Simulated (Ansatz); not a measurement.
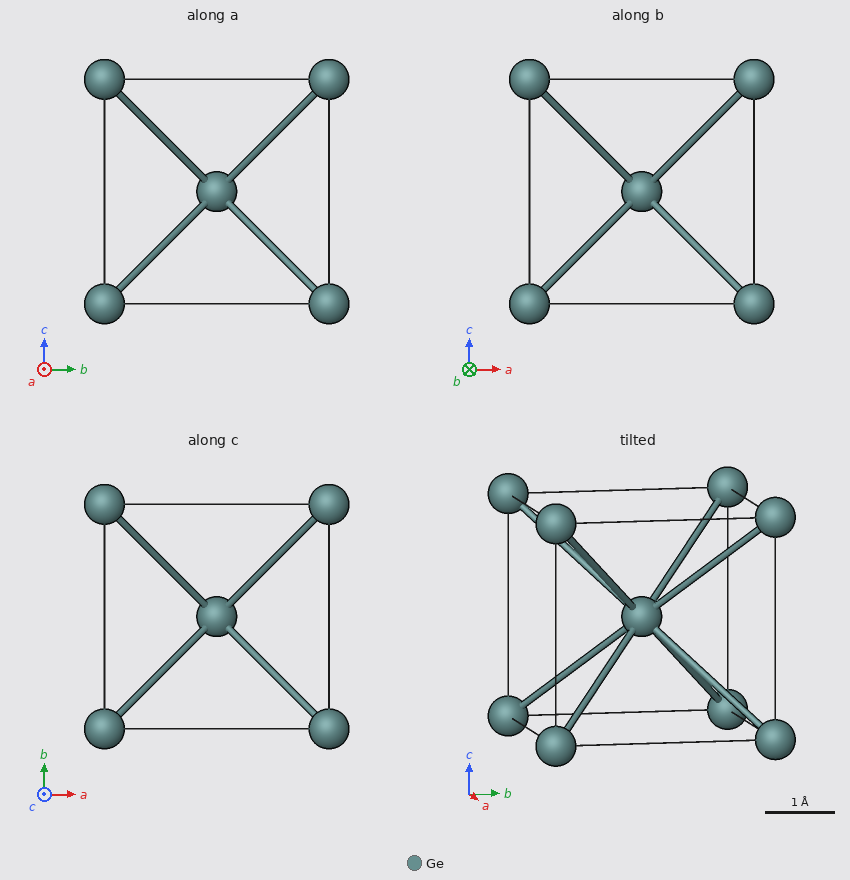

This ball-and-stick model is shown along the a axis, along the b axis, along the c axis and slightly off an axis. Thin lines show the conventional unit cell, with boundary atoms drawn in all their periodic places.

Lattice parameters: a = 3.260 Å, b = 3.260 Å, c = 3.260 Å, α = 90.00°, β = 90.00°, γ = 90.00°. Put a along x and b in the xy plane.

Convert the drawing into a POSCAR file.

```
Ge
1.0
     3.260    0.000    0.000
     0.000    3.260    0.000
     0.000    0.000    3.260
Ge
2
Direct
  0.0000 0.0000 0.0000
  0.5000 0.5000 0.5000
```

Source of the structure: a structure type filled with this element by a generator (whether the element takes this form wasn't checked). Earlier steps of the study may have refined or changed the cell and positions. A calculation with Ansatz used it as input.

At this level of theory the cell isn't at rest (compressed, at 10 GPa), so its distances can differ from those at equilibrium, the more so the softer the solid.
